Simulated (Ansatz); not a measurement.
**Geometry relaxation of Li$_{5}$NbO$_{5}$ (part 1 of 3)**

Li$_{5}$NbO$_{5}$ (C2/m, 11 atoms in the cell), computed with DFT PBEsol, scalar-relativistic, plane waves, PAW, no spin polarisation (Ansatz 0.2.0).

The structure derives from a Materials Project entry.

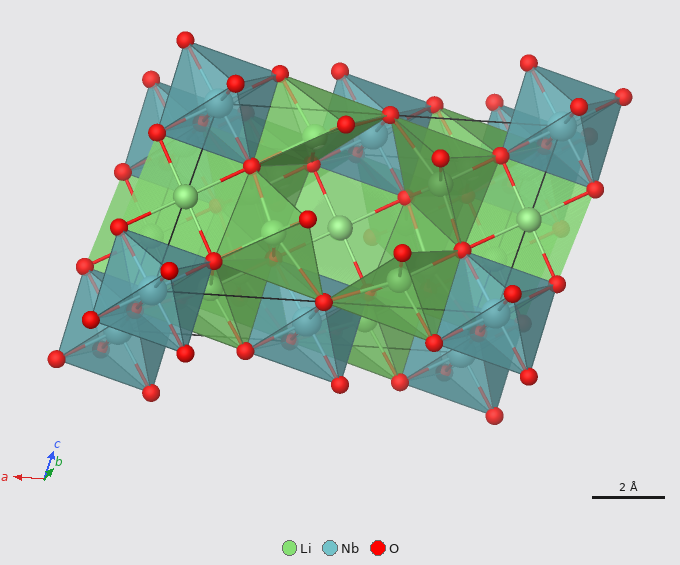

The starting structure (polyhedral view of the cell 2 times as large as that of the calculation, set on its symmetry axes, seen at an oblique angle; polyhedra are completed across the faces of the cell). An atom can appear more than once, as a periodic image.

Input
```yaml
crystal:
  lattice:
    - [4.931765, -2.032607, 0.0]
    - [4.931765, 2.032607, 0.0]
    - [-1.905607, 0.0, 5.567991]
  atoms:
    - { symbol: Li, position: [0.712955, 0.712955, 0.343671] }
    - { symbol: Li, position: [0.692283, 0.692283, 0.859753] }
    - { symbol: Li, position: [0.0, 0.0, 0.5] }
    - { symbol: Li, position: [0.307717, 0.307717, 0.140247] }
    - { symbol: Li, position: [0.287045, 0.287045, 0.656329] }
    - { symbol: Nb, position: [0.0, 0.0, 0.0] }
    - { symbol: O, position: [0.854961, 0.854961, 0.174689] }
    - { symbol: O, position: [0.842078, 0.842078, 0.682507] }
    - { symbol: O, position: [0.5, 0.5, 0.0] }
    - { symbol: O, position: [0.157922, 0.157922, 0.317493] }
    - { symbol: O, position: [0.145039, 0.145039, 0.825311] }
basis:
  ecutwfc: 420
kpoints:
  mp_grid: { grid: [6, 6, 4] }
hamiltonian:
  xc: pbesol
scf:
  occupations: { method: gaussian, width: 0.02 }
output:
  forces: true
  stress: true
  eigenvalues: true
  write_density: true
  write_potential: true
  elf: true
  volumetric_format: npy
relax:
  adjacent_minimum: "off"
  f_tol: 0.005
  max_steps: 80
  cell: { stress_tol: 0.05 }
```

Hardware: 2 threads of Intel Xeon (Sapphire Rapids), 32 GiB of memory available, shared host.

Run as:
```bash
ansatz run input.yaml --threads 2 --pin off --max-ram 5120MiB --backend cpu --events-out ev --progress --plain --runs-dir out
```

Output
```
Engine: ansatz 0.2.0, x86_64-unknown-linux-gnu
Pseudopotentials: kind: paw
Pseudopotential: Li, paw, valence charge 3, recommended cutoff 420 eV (normal), Li.paw.azcp
Pseudopotential: Nb, paw, valence charge 13, recommended cutoff 420 eV (normal), Nb.paw.azcp
Pseudopotential: O, paw, valence charge 6, recommended cutoff 420 eV (normal), O.paw.azcp
Functional definition: PBEsol
  exchange = pbesol_x
  correlation = pbesol_c
Crystal: 11 atoms, lattice volume = 111.631 Å³
Basis set: ecut = 420 eV, 2153 PW (Γ), exchange–correlation on 72×72×80 points (8 copies of the dense FFT grid, shifted against one another)
Bands: 40, of which v1, the nominal top of the filled ones, is band 29 counted from 1 (28 counted from 0)
Symmetry: 4 space group operations
Space group: C2/m (ITA 12), of the structure as read, at distance tolerance 4.8e-5 Å
k-points: 47 of 144
Non-local potential: Li, projectors of the file, l = 0: 3, l = 1: 2, l = 2: 1
Non-local potential: Nb, projectors of the file, l = 0: 3, l = 1: 2, l = 2: 2, l = 3: 1
Non-local potential: O, projectors of the file, l = 0: 2, l = 1: 2, l = 2: 1
PAW form: soft (Blöchl's): semilocal exchange-correlation on the pseudo side does not see the compensation charge
PAW frozen core: Nb, regenerated for the run's functional, and the local potential with it (the file was generated under x = pbe(κ = 0.804, μ = 0.2195149727645171), c = pbe(β = 0.06672455060314922))
PAW frozen core: O, regenerated for the run's functional, and the local potential with it (the file was generated under x = pbe(κ = 0.804, μ = 0.2195149727645171), c = pbe(β = 0.06672455060314922))
PAW one-centre angular grid: Li, 110 points (default); XC on 64 Gauss nodes
PAW one-centre angular grid: Nb, 590 points (default); XC on 64 Gauss nodes
PAW one-centre angular grid: O, 110 points (default); XC on 64 Gauss nodes
Initial density: superposition of atomic densities (neutral atoms: chi_scale 0, normalization atom), corrected by the library's trained network
Initial wavefunctions: pseudopotential atomic-orbital guess
Functional: x = pbesol(κ = 0.804, μ = 0.12345679012345678), c = pbesol(β = 0.046)
SCF iter   1: F=—  HF=-8327.280248 eV  |F-HF|=—  |Δ(HF+E_count)|=         —  Δρ=1.34e-2  dr2=1.77e-1  ethr=1.77e-3  ⟨swp⟩=6.3  Hψ=7835  notcnv=0  defer=3
preconditioner: auto → Resta (q_TF=auto, 2.446 Å⁻¹)  ε∞=4.1  [insulator: Δε(μ)=2.827 eV  Ē_g=12.618 eV  σ=0.020 eV  W_gap=1.00  n_scr=24 (ndim 8)  ℏωp=22.2 eV  f_vac=0.089  D(μ)=0.00/eV (n_scr^D=0)  ε∞_Penn≈4.1]
SCF iter   2: F=—  HF=-8327.243380 eV  |F-HF|=—  |Δ(HF+E_count)|=   3.69e-2  Δρ=4.44e-3  dr2=2.20e-2  ethr=3.05e-4  ⟨swp⟩=2.0  Hψ=3031  notcnv=0  defer=309
SCF iter   3: F=—  HF=-8327.238907 eV  |F-HF|=—  |Δ(HF+E_count)|=   4.47e-3  Δρ=1.18e-3  dr2=1.07e-3  ethr=3.79e-5  ⟨swp⟩=2.0  Hψ=2556  notcnv=0  defer=309
SCF iter   4: F=—  HF=-8327.238871 eV  |F-HF|=—  |Δ(HF+E_count)|=   3.58e-5  Δρ=4.11e-4  dr2=1.42e-4  ethr=1.84e-6  ⟨swp⟩=2.0  Hψ=3089  notcnv=0  defer=309
SCF iter   5: F=—  HF=-8327.238911 eV  |F-HF|=—  |Δ(HF+E_count)|=   4.04e-5  Δρ=1.84e-4  dr2=4.38e-5  ethr=2.44e-7  ⟨swp⟩=2.0  Hψ=2504  notcnv=0  defer=309
SCF iter   6: F=—  HF=-8327.238946 eV  |F-HF|=—  |Δ(HF+E_count)|=   3.44e-5  Δρ=4.35e-5  dr2=4.24e-6  ethr=7.56e-8  ⟨swp⟩=2.0  Hψ=2242  notcnv=0  defer=309
SCF iter   7: F=—  HF=-8327.238954 eV  |F-HF|=—  |Δ(HF+E_count)|=   8.82e-6  Δρ=1.86e-5  dr2=6.93e-7  ethr=7.31e-9  ⟨swp⟩=2.0  Hψ=2226  notcnv=0  defer=309
SCF iter   8: F=—  HF=-8327.238956 eV  |F-HF|=—  |Δ(HF+E_count)|=   1.13e-6  Δρ=2.73e-5  dr2=7.46e-7  ethr=1.19e-9  ⟨swp⟩=2.0  Hψ=2511  notcnv=0  defer=309
SCF iter   9: F=-8327.238955 eV  HF=-8327.238955 eV  |F-HF|=1.68e-8  |Δ(HF+E_count)|=   7.13e-8  Δρ=3.69e-6  dr2=1.65e-8  ethr=1.72e-10  ⟨swp⟩=11.3  Hψ=12931  notcnv=0
SCF 1 converged in 9 iterations: F = -8327.238955 eV  dr2 = 1.65e-8
  greatest PAW one-centre occupation: 1.000 electrons in one spin orbital (limit 2), on the Li atom at site 4 (counted from 0), in its partial waves of l = 0
relax step   1: F+E_penalty+E_count = -8327.23895545 eV  Δ(F+E_penalty+E_count) = +0.000e0 eV  max|allowed force component| = 5.154e-1 eV/Å  Δτ_max = 0.0000 Å  P = -6.699 GPa  Ω = 111.631 Å³  (9 SCF iters, dr2 threshold 1.00e-7 eV, accepted)
Crystal: 11 atoms, lattice volume = 107.811 Å³
Basis set: ecut = 420 eV, 2103 PW (Γ), exchange–correlation on 72×72×80 points (8 copies of the dense FFT grid, shifted against one another)
Initial density: handed on by an earlier stage of this run
Initial wavefunctions: those handed on with the density
iter 1 solved again at ethr=4.02e-5 eV; its pass at ethr=3.10e-3 eV (dr2=2.33e-2 eV) is discarded
SCF iter   1: F=—  HF=-8327.365509 eV  |F-HF|=—  |Δ(HF+E_count)|=         —  Δρ=5.30e-3  dr2=2.30e-2  ethr=4.02e-5  ⟨swp⟩=3.0  Hψ=7812  notcnv=0
preconditioner: auto → Resta (q_TF=auto, 2.460 Å⁻¹)  ε∞=4.0  [insulator: Δε(μ)=3.228 eV  Ē_g=13.074 eV  σ=0.020 eV  W_gap=1.00  n_scr=24 (ndim 8)  ℏωp=22.6 eV  f_vac=0.081  D(μ)=0.00/eV (n_scr^D=0)  ε∞_Penn≈4.0]
SCF iter   2: F=—  HF=-8327.360528 eV  |F-HF|=—  |Δ(HF+E_count)|=   4.98e-3  Δρ=1.92e-3  dr2=3.29e-3  ethr=3.96e-5  ⟨swp⟩=2.2  Hψ=3173  notcnv=0
SCF iter   3: F=—  HF=-8327.360209 eV  |F-HF|=—  |Δ(HF+E_count)|=   3.19e-4  Δρ=8.88e-4  dr2=8.08e-4  ethr=5.67e-6  ⟨swp⟩=3.0  Hψ=3563  notcnv=0
SCF iter   4: F=—  HF=-8327.360349 eV  |F-HF|=—  |Δ(HF+E_count)|=   1.40e-4  Δρ=4.63e-4  dr2=2.90e-4  ethr=1.39e-6  ⟨swp⟩=1.0  Hψ=1880  notcnv=0
SCF iter   5: F=—  HF=-8327.360442 eV  |F-HF|=—  |Δ(HF+E_count)|=   9.32e-5  Δρ=2.30e-4  dr2=7.15e-5  ethr=5.00e-7  ⟨swp⟩=2.0  Hψ=2850  notcnv=0
SCF iter   6: F=—  HF=-8327.360459 eV  |F-HF|=—  |Δ(HF+E_count)|=   1.76e-5  Δρ=6.73e-5  dr2=8.23e-6  ethr=1.23e-7  ⟨swp⟩=2.0  Hψ=2552  notcnv=0
SCF iter   7: F=-8327.360472 eV  HF=-8327.360471 eV  |F-HF|=9.84e-7  |Δ(HF+E_count)|=   1.15e-5  Δρ=1.55e-5  dr2=4.93e-7  ethr=1.90e-9  ⟨swp⟩=8.7  Hψ=13076  notcnv=0
SCF 2 converged in 7 iterations: F = -8327.360472 eV  dr2 = 4.93e-7
relax step   2: F+E_penalty+E_count = -8327.36047182 eV  Δ(F+E_penalty+E_count) = -1.215e-1 eV  max|allowed force component| = 1.303e-1 eV/Å  Δτ_max = 0.0110 Å  P = -1.396 GPa  Ω = 107.811 Å³  energy of the carried Pulay correction = +1.377e-2 eV  (7 SCF iters, dr2 threshold 1.10e-6 eV, accepted)
Crystal: 11 atoms, lattice volume = 105.977 Å³
Basis set: ecut = 420 eV, 2089 PW (Γ), exchange–correlation on 72×72×80 points (8 copies of the dense FFT grid, shifted against one another)
iter 1 solved again at ethr=8.30e-6 eV; its pass at ethr=3.10e-3 eV (dr2=4.81e-3 eV) is discarded
SCF iter   1: F=—  HF=-8327.379448 eV  |F-HF|=—  |Δ(HF+E_count)|=         —  Δρ=2.15e-3  dr2=4.80e-3  ethr=8.30e-6  ⟨swp⟩=2.8  Hψ=8254  notcnv=0
preconditioner: auto → Resta (q_TF=auto, 2.468 Å⁻¹)  ε∞=4.0  [insulator: Δε(μ)=3.212 eV  Ē_g=13.157 eV  σ=0.020 eV  W_gap=1.00  n_scr=24 (ndim 8)  ℏωp=22.8 eV  f_vac=0.082  D(μ)=0.00/eV (n_scr^D=0)  ε∞_Penn≈4.0]
SCF iter   2: F=—  HF=-8327.378828 eV  |F-HF|=—  |Δ(HF+E_count)|=   6.20e-4  Δρ=1.06e-3  dr2=8.10e-4  ethr=8.28e-6  ⟨swp⟩=2.0  Hψ=2934  notcnv=0
SCF iter   3: F=—  HF=-8327.378833 eV  |F-HF|=—  |Δ(HF+E_count)|=   5.84e-6  Δρ=5.22e-4  dr2=3.03e-4  ethr=1.40e-6  ⟨swp⟩=2.4  Hψ=2867  notcnv=0
SCF iter   4: F=—  HF=-8327.378873 eV  |F-HF|=—  |Δ(HF+E_count)|=   3.91e-5  Δρ=1.20e-4  dr2=2.31e-5  ethr=5.22e-7  ⟨swp⟩=2.8  Hψ=3295  notcnv=0
SCF iter   5: F=—  HF=-8327.378890 eV  |F-HF|=—  |Δ(HF+E_count)|=   1.70e-5  Δρ=1.19e-4  dr2=1.57e-5  ethr=3.98e-8  ⟨swp⟩=2.0  Hψ=2788  notcnv=0
SCF iter   6: F=-8327.378895 eV  HF=-8327.378894 eV  |F-HF|=9.16e-7  |Δ(HF+E_count)|=   4.39e-6  Δρ=2.04e-5  dr2=6.04e-7  ethr=1.90e-9  ⟨swp⟩=8.3  Hψ=12862  notcnv=0
SCF 3 converged in 6 iterations: F = -8327.378895 eV  dr2 = 6.04e-7
relax step   3: F+E_penalty+E_count = -8327.37889482 eV  Δ(F+E_penalty+E_count) = -1.842e-2 eV  max|allowed force component| = 3.591e-2 eV/Å  Δτ_max = 0.0146 Å  P = +0.089 GPa  Ω = 105.977 Å³  energy of the carried Pulay correction = +2.055e-2 eV  (6 SCF iters, dr2 threshold 1.10e-6 eV, accepted)
Crystal: 11 atoms, lattice volume = 106.016 Å³
Basis set: ecut = 420 eV, 2085 PW (Γ), exchange–correlation on 72×72×80 points (8 copies of the dense FFT grid, shifted against one another)
iter 1 solved again at ethr=1.63e-7 eV; its pass at ethr=3.10e-3 eV (dr2=9.48e-5 eV) is discarded
SCF iter   1: F=—  HF=-8327.379194 eV  |F-HF|=—  |Δ(HF+E_count)|=         —  Δρ=2.92e-4  dr2=9.67e-5  ethr=1.63e-7  ⟨swp⟩=2.0  Hψ=7259  notcnv=0
preconditioner: auto → Resta (q_TF=auto, 2.467 Å⁻¹)  ε∞=4.0  [insulator: Δε(μ)=3.187 eV  Ē_g=13.147 eV  σ=0.020 eV  W_gap=1.00  n_scr=24 (ndim 8)  ℏωp=22.8 eV  f_vac=0.083  D(μ)=0.00/eV (n_scr^D=0)  ε∞_Penn≈4.0]
SCF iter   2: F=—  HF=-8327.379202 eV  |F-HF|=—  |Δ(HF+E_count)|=   8.68e-6  Δρ=1.57e-4  dr2=2.58e-5  ethr=1.63e-7  ⟨swp⟩=2.4  Hψ=2440  notcnv=0
SCF iter   3: F=—  HF=-8327.379198 eV  |F-HF|=—  |Δ(HF+E_count)|=   4.51e-6  Δρ=8.57e-5  dr2=9.34e-6  ethr=4.45e-8  ⟨swp⟩=2.0  Hψ=2514  notcnv=0
SCF iter   4: F=-8327.379196 eV  HF=-8327.379196 eV  |F-HF|=7.77e-8  |Δ(HF+E_count)|=   2.06e-6  Δρ=1.56e-5  dr2=2.13e-7  ethr=4.87e-10  ⟨swp⟩=7.9  Hψ=12159  notcnv=0
SCF 4 converged in 4 iterations: F = -8327.379196 eV  dr2 = 2.13e-7
relax step   4: F+E_penalty+E_count = -8327.37919596 eV  Δ(F+E_penalty+E_count) = -3.011e-4 eV  max|allowed force component| = 1.264e-2 eV/Å  Δτ_max = 0.0027 Å  P = +0.025 GPa  Ω = 106.016 Å³  energy of the carried Pulay correction = +2.041e-2 eV  (4 SCF iters, dr2 threshold 2.82e-7 eV, accepted)
Crystal: 11 atoms, lattice volume = 106.062 Å³
iter 1 solved again at ethr=4.94e-7 eV; its pass at ethr=3.10e-3 eV (dr2=2.86e-4 eV) is discarded
SCF iter   1: F=—  HF=-8327.379238 eV  |F-HF|=—  |Δ(HF+E_count)|=         —  Δρ=5.20e-4  dr2=2.94e-4  ethr=4.94e-7  ⟨swp⟩=2.1  Hψ=7577  notcnv=0
preconditioner: auto → Resta (q_TF=auto, 2.467 Å⁻¹)  ε∞=4.0  [insulator: Δε(μ)=3.186 eV  Ē_g=13.147 eV  σ=0.020 eV  W_gap=1.00  n_scr=24 (ndim 8)  ℏωp=22.8 eV  f_vac=0.083  D(μ)=0.00/eV (n_scr^D=0)  ε∞_Penn≈4.0]
SCF iter   2: F=—  HF=-8327.379198 eV  |F-HF|=—  |Δ(HF+E_count)|=   4.00e-5  Δρ=2.92e-4  dr2=7.81e-5  ethr=4.94e-7  ⟨swp⟩=2.1  Hψ=2266  notcnv=0
SCF iter   3: F=—  HF=-8327.379215 eV  |F-HF|=—  |Δ(HF+E_count)|=   1.67e-5  Δρ=1.50e-4  dr2=2.97e-5  ethr=1.35e-7  ⟨swp⟩=2.0  Hψ=2577  notcnv=0
SCF iter   4: F=—  HF=-8327.379209 eV  |F-HF|=—  |Δ(HF+E_count)|=   5.90e-6  Δρ=2.84e-5  dr2=5.53e-7  ethr=5.13e-8  ⟨swp⟩=2.5  Hψ=2696  notcnv=0
SCF iter   5: F=—  HF=-8327.379209 eV  |F-HF|=—  |Δ(HF+E_count)|=   3.81e-7  Δρ=2.10e-5  dr2=4.26e-7  ethr=9.54e-10  ⟨swp⟩=2.2  Hψ=2962  notcnv=0
SCF iter   6: F=-8327.379209 eV  HF=-8327.379209 eV  |F-HF|=1.01e-8  |Δ(HF+E_count)|=   7.11e-8  Δρ=3.78e-6  dr2=9.31e-9  ethr=9.12e-11  ⟨swp⟩=6.0  Hψ=10585  notcnv=0
SCF 5 converged in 6 iterations: F = -8327.379209 eV  dr2 = 9.31e-9
relax step   5: F+E_penalty+E_count = -8327.37920918 eV  Δ(F+E_penalty+E_count) = -1.322e-5 eV  max|allowed force component| = 5.954e-3 eV/Å  Δτ_max = 0.0067 Å  P = -0.005 GPa  Ω = 106.062 Å³  energy of the carried Pulay correction = +2.023e-2 eV  (6 SCF iters, dr2 threshold 5.29e-8 eV, accepted)
Crystal: 11 atoms, lattice volume = 106.038 Å³
iter 1 solved again at ethr=3.47e-8 eV; its pass at ethr=3.10e-3 eV (dr2=2.01e-5 eV) is discarded
SCF iter   1: F=—  HF=-8327.379303 eV  |F-HF|=—  |Δ(HF+E_count)|=         —  Δρ=1.45e-4  dr2=2.04e-5  ethr=3.47e-8  ⟨swp⟩=2.0  Hψ=7259  notcnv=0
preconditioner: auto → Resta (q_TF=auto, 2.467 Å⁻¹)  ε∞=4.0  [insulator: Δε(μ)=3.192 eV  Ē_g=13.146 eV  σ=0.020 eV  W_gap=1.00  n_scr=24 (ndim 8)  ℏωp=22.8 eV  f_vac=0.083  D(μ)=0.00/eV (n_scr^D=0)  ε∞_Penn≈4.0]
SCF iter   2: F=—  HF=-8327.379330 eV  |F-HF|=—  |Δ(HF+E_count)|=   2.68e-5  Δρ=8.00e-5  dr2=4.07e-6  ethr=3.47e-8  ⟨swp⟩=2.1  Hψ=2390  notcnv=0
SCF iter   3: F=—  HF=-8327.379327 eV  |F-HF|=—  |Δ(HF+E_count)|=   2.95e-6  Δρ=3.66e-5  dr2=1.43e-6  ethr=7.03e-9  ⟨swp⟩=2.0  Hψ=2712  notcnv=0
SCF iter   4: F=—  HF=-8327.379327 eV  |F-HF|=—  |Δ(HF+E_count)|=   4.63e-8  Δρ=6.53e-6  dr2=3.39e-8  ethr=2.47e-9  ⟨swp⟩=2.4  Hψ=2622  notcnv=0
SCF iter   5: F=—  HF=-8327.379327 eV  |F-HF|=—  |Δ(HF+E_count)|=   1.85e-8  Δρ=4.43e-6  dr2=1.80e-8  ethr=1.60e-11  ⟨swp⟩=7.1  Hψ=9188  notcnv=0
SCF iter   6: F=-8327.379327 eV  HF=-8327.379327 eV  |F-HF|=6.09e-10  |Δ(HF+E_count)|=   1.82e-9  Δρ=1.13e-6  dr2=1.14e-9  ethr=1.60e-11  ⟨swp⟩=5.1  Hψ=9603  notcnv=0
SCF 6 converged in 6 iterations: F = -8327.379327 eV  dr2 = 1.14e-9
```
